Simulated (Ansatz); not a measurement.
Geometry relaxation of MoSe (part 1 of 2)

System: MoSe (Pm-3m, 2 atoms in the cell).
Method: DFT PBEsol, scalar-relativistic, plane waves, PAW, no spin polarisation (Ansatz 0.2.0).

The structure was built on a prototype by a generator; it need not be a known phase.

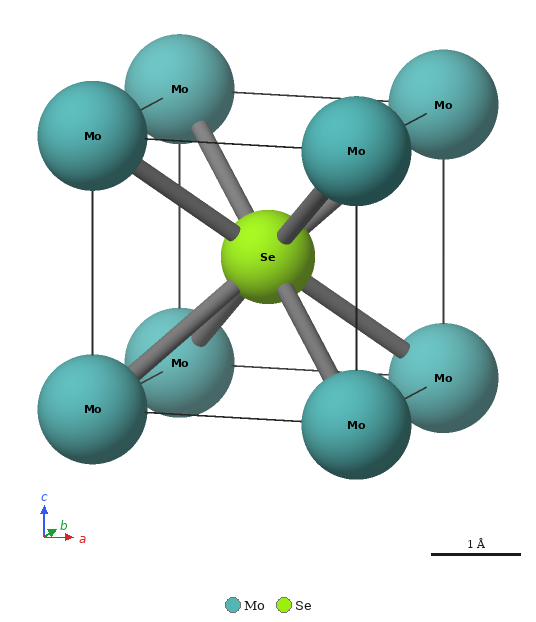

*The starting structure (ball-and-stick view of the cell of the calculation, seen slightly off an axis). An atom can appear more than once, as a periodic image.*

## Input
```yaml
crystal:
  lattice:
    - [3.1348264954, 0.0, 0.0]
    - [0.0, 3.1348264954, 0.0]
    - [0.0, 0.0, 3.1348264954]
  atoms:
    - { symbol: Mo, position: [0.0, 0.0, 0.0] }
    - { symbol: Se, position: [0.5, 0.5, 0.5] }
basis:
  ecutwfc: 420
kpoints:
  mp_grid: { grid: [14, 14, 14] }
hamiltonian:
  xc: pbesol
scf:
  occupations: { method: gaussian, width: 0.1 }
output:
  forces: true
  stress: true
  eigenvalues: true
  write_density: true
  write_potential: true
  elf: true
  volumetric_format: npy
relax:
  adjacent_minimum: "off"
  f_tol: 0.01
  max_steps: 80
  cell: { stress_tol: 0.05 }
```

Run on 1 thread of Intel Xeon (Granite Rapids), 32 GiB of memory available, shared host.

Command:
```bash
ansatz run input.yaml --threads 1 --pin off --max-ram 2560MiB --backend cpu --events-out ev --progress --plain --runs-dir out
```

## The program's output
```
Engine: ansatz 0.2.0, x86_64-unknown-linux-gnu
Pseudopotentials: kind: paw
Pseudopotential: Mo, paw, valence charge 14, recommended cutoff 420 eV (normal), Mo.paw.azcp
Pseudopotential: Se, paw, valence charge 16, recommended cutoff 420 eV (normal), Se.paw.azcp
Functional definition: PBEsol
  exchange = pbesol_x
  correlation = pbesol_c
Crystal: 2 atoms, lattice volume = 30.806 Å³
Basis set: ecut = 420 eV, 619 PW (Γ), exchange–correlation on 48×48×48 points (8 copies of the dense FFT grid, shifted against one another)
Bands: 19, of which v1, the nominal top of the filled ones, is band 15 counted from 1 (14 counted from 0)
Symmetry: 48 space group operations
Space group: Pm-3m (ITA 221), of the structure as read, at distance tolerance 3.1e-5 Å
k-points: 120 of 2744
Non-local potential: Mo, projectors of the file, l = 0: 3, l = 1: 2, l = 2: 2, l = 3: 1
Non-local potential: Se, projectors of the file, l = 0: 2, l = 1: 2, l = 2: 3, l = 3: 1
PAW form: soft (Blöchl's): semilocal exchange-correlation on the pseudo side does not see the compensation charge
PAW frozen core: Mo, regenerated for the run's functional, and the local potential with it (the file was generated under x = pbe(κ = 0.804, μ = 0.2195149727645171), c = pbe(β = 0.06672455060314922))
PAW frozen core: Se, regenerated for the run's functional, and the local potential with it (the file was generated under x = pbe(κ = 0.804, μ = 0.2195149727645171), c = pbe(β = 0.06672455060314922))
PAW one-centre angular grid: Mo, 590 points (default); XC on 64 Gauss nodes
PAW one-centre angular grid: Se, 590 points (default); XC on 64 Gauss nodes
Initial density: superposition of atomic densities (neutral atoms: chi_scale 0, normalization atom), corrected by the library's trained network
Initial wavefunctions: pseudopotential atomic-orbital guess
Functional: x = pbesol(κ = 0.804, μ = 0.12345679012345678), c = pbesol(β = 0.046)
SCF iter   1: F=—  HF=-10321.711802 eV  |F-HF|=—  |Δ(HF+E_count)|=         —  Δρ=9.40e-3  dr2=1.73e-2  ethr=1.77e-3  ⟨swp⟩=5.0  Hψ=10258  notcnv=0
preconditioner: auto → none  [metal: Δε(μ)=0.017 eV  Ē_g=8.516 eV  σ=0.100 eV  W_gap=0.10  n_scr=6 (ndim 8)  ℏωp=23.2 eV  f_vac=0.000  D(μ)=1.70/eV (n_scr^D=18)  sad-step TF]
SCF iter   2: F=—  HF=-10321.709363 eV  |F-HF|=—  |Δ(HF+E_count)|=   2.44e-3  Δρ=5.46e-3  dr2=7.50e-3  ethr=5.78e-5  ⟨swp⟩=1.5  Hψ=3821  notcnv=0
SCF iter   3: F=—  HF=-10321.707821 eV  |F-HF|=—  |Δ(HF+E_count)|=   1.54e-3  Δρ=5.17e-4  dr2=6.04e-5  ethr=2.50e-5  ⟨swp⟩=2.0  Hψ=2602  notcnv=0
SCF iter   4: F=—  HF=-10321.707737 eV  |F-HF|=—  |Δ(HF+E_count)|=   8.33e-5  Δρ=1.81e-4  dr2=1.27e-5  ethr=2.01e-7  ⟨swp⟩=2.0  Hψ=3848  notcnv=0
SCF iter   5: F=—  HF=-10321.707740 eV  |F-HF|=—  |Δ(HF+E_count)|=   2.85e-6  Δρ=3.74e-5  dr2=1.73e-7  ethr=4.25e-8  ⟨swp⟩=2.5  Hψ=3438  notcnv=0
SCF iter   6: F=-10321.707740 eV  HF=-10321.707740 eV  |F-HF|=8.99e-10  |Δ(HF+E_count)|=   2.62e-8  Δρ=4.90e-6  dr2=3.62e-9  ethr=3.33e-10  ⟨swp⟩=7.9  Hψ=14367  notcnv=0
SCF 1 converged in 6 iterations: F = -10321.707740 eV  dr2 = 3.62e-9
  greatest PAW one-centre occupation: 1.000 electrons in one spin orbital (limit 2), on the Se atom at site 1 (counted from 0), in its partial waves of l = 2
relax step   1: F+E_penalty+E_count = -10321.70774021 eV  Δ(F+E_penalty+E_count) = +0.000e0 eV  max|allowed force component| = 9.861e-30 eV/Å  Δτ_max = 0.0000 Å  P = -5.086 GPa  Ω = 30.806 Å³  (6 SCF iters, dr2 threshold 1.00e-7 eV, accepted)
Crystal: 2 atoms, lattice volume = 29.120 Å³
Basis set: ecut = 420 eV, 587 PW (Γ), exchange–correlation on 48×48×48 points (8 copies of the dense FFT grid, shifted against one another)
Initial density: handed on by an earlier stage of this run
Initial wavefunctions: those handed on with the density
iter 1 solved again at ethr=5.02e-6 eV; its pass at ethr=3.10e-3 eV (dr2=1.51e-3 eV) is discarded
SCF iter   1: F=—  HF=-10321.703830 eV  |F-HF|=—  |Δ(HF+E_count)|=         —  Δρ=2.41e-3  dr2=1.48e-3  ethr=5.02e-6  ⟨swp⟩=1.4  Hψ=13848  notcnv=0
preconditioner: auto → none  [metal: Δε(μ)=0.027 eV  Ē_g=8.924 eV  σ=0.100 eV  W_gap=0.15  n_scr=6 (ndim 8)  ℏωp=23.8 eV  f_vac=0.000  D(μ)=1.63/eV (n_scr^D=18)]
SCF iter   2: F=—  HF=-10321.703711 eV  |F-HF|=—  |Δ(HF+E_count)|=   1.19e-4  Δρ=1.02e-3  dr2=2.16e-4  ethr=4.94e-6  ⟨swp⟩=1.4  Hψ=2519  notcnv=0
SCF iter   3: F=—  HF=-10321.703744 eV  |F-HF|=—  |Δ(HF+E_count)|=   3.29e-5  Δρ=1.06e-4  dr2=1.43e-6  ethr=7.21e-7  ⟨swp⟩=2.1  Hψ=3091  notcnv=0
SCF iter   4: F=—  HF=-10321.703749 eV  |F-HF|=—  |Δ(HF+E_count)|=   5.19e-6  Δρ=2.14e-5  dr2=1.11e-7  ethr=4.75e-9  ⟨swp⟩=2.0  Hψ=3955  notcnv=0
iter 5 did not close the SCF: its close was put off for the readings that it lacked (scf_convergence_deferred on its scf_iter line)
SCF iter   5: F=-10321.703749 eV  HF=-10321.703749 eV  |F-HF|=2.37e-9  |Δ(HF+E_count)|=   1.29e-7  Δρ=3.63e-6  dr2=2.87e-9  ethr=3.71e-10  ⟨swp⟩=2.0  Hψ=4077  notcnv=0
SCF iter   6: F=-10321.703749 eV  HF=-10321.703749 eV  |F-HF|=1.82e-12  |Δ(HF+E_count)|=  9.37e-10  Δρ=8.59e-7  dr2=5.62e-11  ethr=9.58e-12  ⟨swp⟩=4.1  Hψ=11755  notcnv=0
SCF 2 converged in 6 iterations: F = -10321.703749 eV  dr2 = 5.62e-11
relax step   2: F+E_penalty+E_count = -10321.70374921 eV  Δ(F+E_penalty+E_count) = +3.991e-3 eV  max|allowed force component| = 1.898e-30 eV/Å  Δτ_max = 0.0000 Å  P = +6.521 GPa  Ω = 29.120 Å³  energy of the carried Pulay correction = +2.685e-4 eV  (6 SCF iters, dr2 threshold 2.00e-7 eV, rejected (line search))
Crystal: 2 atoms, lattice volume = 30.044 Å³
iter 1 solved again at ethr=1.84e-6 eV; its pass at ethr=3.10e-3 eV (dr2=5.52e-4 eV) is discarded
SCF iter   1: F=—  HF=-10321.720984 eV  |F-HF|=—  |Δ(HF+E_count)|=         —  Δρ=1.38e-3  dr2=5.25e-4  ethr=1.84e-6  ⟨swp⟩=2.0  Hψ=13193  notcnv=0
preconditioner: auto → none  [metal: Δε(μ)=0.012 eV  Ē_g=8.682 eV  σ=0.100 eV  W_gap=0.07  n_scr=6 (ndim 8)  ℏωp=23.5 eV  f_vac=0.000  D(μ)=1.63/eV (n_scr^D=18)]
SCF iter   2: F=—  HF=-10321.720940 eV  |F-HF|=—  |Δ(HF+E_count)|=   4.37e-5  Δρ=5.72e-4  dr2=7.32e-5  ethr=1.75e-6  ⟨swp⟩=1.5  Hψ=2588  notcnv=0
SCF iter   3: F=—  HF=-10321.720954 eV  |F-HF|=—  |Δ(HF+E_count)|=   1.44e-5  Δρ=6.61e-5  dr2=5.43e-7  ethr=2.44e-7  ⟨swp⟩=2.2  Hψ=3059  notcnv=0
SCF iter   4: F=—  HF=-10321.720953 eV  |F-HF|=—  |Δ(HF+E_count)|=   8.37e-7  Δρ=1.28e-5  dr2=4.38e-8  ethr=1.81e-9  ⟨swp⟩=2.0  Hψ=3955  notcnv=0
SCF iter   5: F=—  HF=-10321.720953 eV  |F-HF|=—  |Δ(HF+E_count)|=   2.82e-8  Δρ=2.30e-6  dr2=2.04e-9  ethr=1.46e-10  ⟨swp⟩=2.0  Hψ=4071  notcnv=0
SCF iter   6: F=—  HF=-10321.720953 eV  |F-HF|=—  |Δ(HF+E_count)|=  5.93e-10  Δρ=4.77e-7  dr2=1.74e-11  ethr=1.00e-12  ⟨swp⟩=4.2  Hψ=11070  notcnv=0
SCF iter   7: F=-10321.720953 eV  HF=-10321.720953 eV  |F-HF|=3.64e-12  |Δ(HF+E_count)|=    0.00e0  Δρ=8.27e-8  dr2=2.41e-12  ethr=1.00e-12  ⟨swp⟩=4.6  Hψ=8402  notcnv=0
SCF 3 converged in 7 iterations: F = -10321.720953 eV  dr2 = 2.41e-12
relax step   3: F+E_penalty+E_count = -10321.72095329 eV  Δ(F+E_penalty+E_count) = -1.321e-2 eV  max|allowed force component| = 4.766e-31 eV/Å  Δτ_max = 0.0000 Å  P = -0.301 GPa  Ω = 30.044 Å³  energy of the carried Pulay correction = +1.195e-4 eV  (7 SCF iters, accepted)
Crystal: 2 atoms, lattice volume = 30.000 Å³
iter 1 solved again at ethr=4.05e-9 eV; its pass at ethr=3.10e-3 eV (dr2=1.22e-6 eV) is discarded
SCF iter   1: F=—  HF=-10321.720998 eV  |F-HF|=—  |Δ(HF+E_count)|=         —  Δρ=6.29e-5  dr2=1.07e-6  ethr=4.05e-9  ⟨swp⟩=2.2  Hψ=12096  notcnv=0
preconditioner: auto → none  [metal: Δε(μ)=0.011 eV  Ē_g=8.689 eV  σ=0.100 eV  W_gap=0.06  n_scr=6 (ndim 8)  ℏωp=23.5 eV  f_vac=0.000  D(μ)=1.63/eV (n_scr^D=18)]
iter 2 did not close the SCF: its close was put off for the readings that it lacked (scf_convergence_deferred on its scf_iter line)
SCF iter   2: F=-10321.721002 eV  HF=-10321.721002 eV  |F-HF|=2.84e-8  |Δ(HF+E_count)|=   4.45e-6  Δρ=2.67e-5  dr2=1.54e-7  ethr=3.56e-9  ⟨swp⟩=1.2  Hψ=2417  notcnv=0
iter 3 did not close the SCF: its close was put off for the readings that it lacked (scf_convergence_deferred on its scf_iter line)
SCF iter   3: F=-10321.721002 eV  HF=-10321.721002 eV  |F-HF|=1.04e-9  |Δ(HF+E_count)|=   1.93e-8  Δρ=2.68e-6  dr2=8.49e-10  ethr=5.13e-10  ⟨swp⟩=2.3  Hψ=3304  notcnv=0
iter 4 did not close the SCF: its close was put off for the readings that it lacked (scf_convergence_deferred on its scf_iter line)
SCF iter   4: F=-10321.721002 eV  HF=-10321.721002 eV  |F-HF|=1.06e-10  |Δ(HF+E_count)|=   1.11e-9  Δρ=4.09e-7  dr2=4.85e-11  ethr=2.83e-12  ⟨swp⟩=2.0  Hψ=3950  notcnv=0
iter 5 did not close the SCF: its close was put off for the readings that it lacked (scf_convergence_deferred on its scf_iter line)
SCF iter   5: F=-10321.721002 eV  HF=-10321.721002 eV  |F-HF|=0.00e0  |Δ(HF+E_count)|=  4.73e-11  Δρ=8.79e-8  dr2=3.23e-12  ethr=1.00e-12  ⟨swp⟩=2.9  Hψ=3577  notcnv=0
SCF iter   6: F=-10321.721002 eV  HF=-10321.721002 eV  |F-HF|=3.64e-12  |Δ(HF+E_count)|=  3.64e-12  Δρ=1.74e-8  dr2=2.81e-14  ethr=1.00e-12  ⟨swp⟩=3.7  Hψ=8662  notcnv=0
SCF 4 converged in 6 iterations: F = -10321.721002 eV  dr2 = 2.81e-14
relax step   4: F+E_penalty+E_count = -10321.72100200 eV  Δ(F+E_penalty+E_count) = -4.871e-5 eV  max|allowed force component| = 1.265e-30 eV/Å  Δτ_max = 0.0000 Å  P = -0.002 GPa  Ω = 30.000 Å³  energy of the carried Pulay correction = +1.265e-4 eV  (6 SCF iters, dr2 threshold 2.00e-7 eV, accepted)
Initial wavefunctions: pseudopotential atomic-orbital guess (no wavefunctions were taken with the density)
iter 1 solved again at ethr=4.22e-9 eV; its pass at ethr=3.10e-3 eV (dr2=1.26e-6 eV) is discarded
SCF iter   1: F=—  HF=-10321.720863 eV  |F-HF|=—  |Δ(HF+E_count)|=         —  Δρ=3.29e-5  dr2=4.35e-8  ethr=4.22e-9  ⟨swp⟩=3.6  Hψ=17378  notcnv=0
preconditioner: auto → none  [metal: Δε(μ)=0.011 eV  Ē_g=8.690 eV  σ=0.100 eV  W_gap=0.06  n_scr=6 (ndim 8)  ℏωp=23.5 eV  f_vac=0.000  D(μ)=1.63/eV (n_scr^D=18)]
SCF iter   2: F=—  HF=-10321.720867 eV  |F-HF|=—  |Δ(HF+E_count)|=   4.52e-6  Δρ=1.62e-5  dr2=1.11e-8  ethr=1.45e-10  ⟨swp⟩=2.0  Hψ=3833  notcnv=0
SCF iter   3: F=—  HF=-10321.720867 eV  |F-HF|=—  |Δ(HF+E_count)|=   5.49e-9  Δρ=4.02e-6  dr2=5.92e-10  ethr=3.69e-11  ⟨swp⟩=2.8  Hψ=3536  notcnv=0
iter 4 did not close the SCF: its close was put off for the readings that it lacked (scf_convergence_deferred on its scf_iter line)
SCF iter   4: F=-10321.720867 eV  HF=-10321.720867 eV  |F-HF|=9.09e-12  |Δ(HF+E_count)|=  6.55e-10  Δρ=5.06e-7  dr2=1.89e-11  ethr=1.97e-12  ⟨swp⟩=2.8  Hψ=3992  notcnv=0
iter 5 did not close the SCF: its close was put off for the readings that it lacked (scf_convergence_deferred on its scf_iter line)
SCF iter   5: F=-10321.720867 eV  HF=-10321.720867 eV  |F-HF|=1.82e-12  |Δ(HF+E_count)|=  7.28e-12  Δρ=2.37e-8  dr2=5.39e-14  ethr=1.00e-12  ⟨swp⟩=1.0  Hψ=2280  notcnv=0
iter 6 did not close the SCF: its close was put off for the readings that it lacked (scf_convergence_deferred on its scf_iter line)
SCF iter   6: F=-10321.720867 eV  HF=-10321.720867 eV  |F-HF|=0.00e0  |Δ(HF+E_count)|=  3.64e-12  Δρ=2.68e-9  dr2=1.85e-15  ethr=1.00e-12  ⟨swp⟩=1.0  Hψ=2280  notcnv=0
iter 7 did not close the SCF: its close was put off for the readings that it lacked (scf_convergence_deferred on its scf_iter line)
SCF iter   7: F=-10321.720867 eV  HF=-10321.720867 eV  |F-HF|=0.00e0  |Δ(HF+E_count)|=    0.00e0  Δρ=7.23e-10  dr2=3.92e-17  ethr=1.00e-12  ⟨swp⟩=1.0  Hψ=2280  notcnv=0
SCF iter   8: F=-10321.720867 eV  HF=-10321.720867 eV  |F-HF|=3.64e-12  |Δ(HF+E_count)|=    0.00e0  Δρ=6.58e-11  dr2=8.59e-19  ethr=1.00e-12  ⟨swp⟩=1.3  Hψ=5145  notcnv=0
SCF 5 converged in 8 iterations: F = -10321.720867 eV  dr2 = 8.59e-19
relax step   5: F+E_penalty+E_count = -10321.72086712 eV  Δ(F+E_penalty+E_count) = +1.349e-4 eV  max|allowed force component| = 7.231e-31 eV/Å  Δτ_max = 0.0000 Å  P = +0.001 GPa  Ω = 30.000 Å³  stress off target by 9.66e-4 GPa  SCF on the basis re-selected at this cell (its energy is not comparable with the rows above)  (8 SCF iters)
```
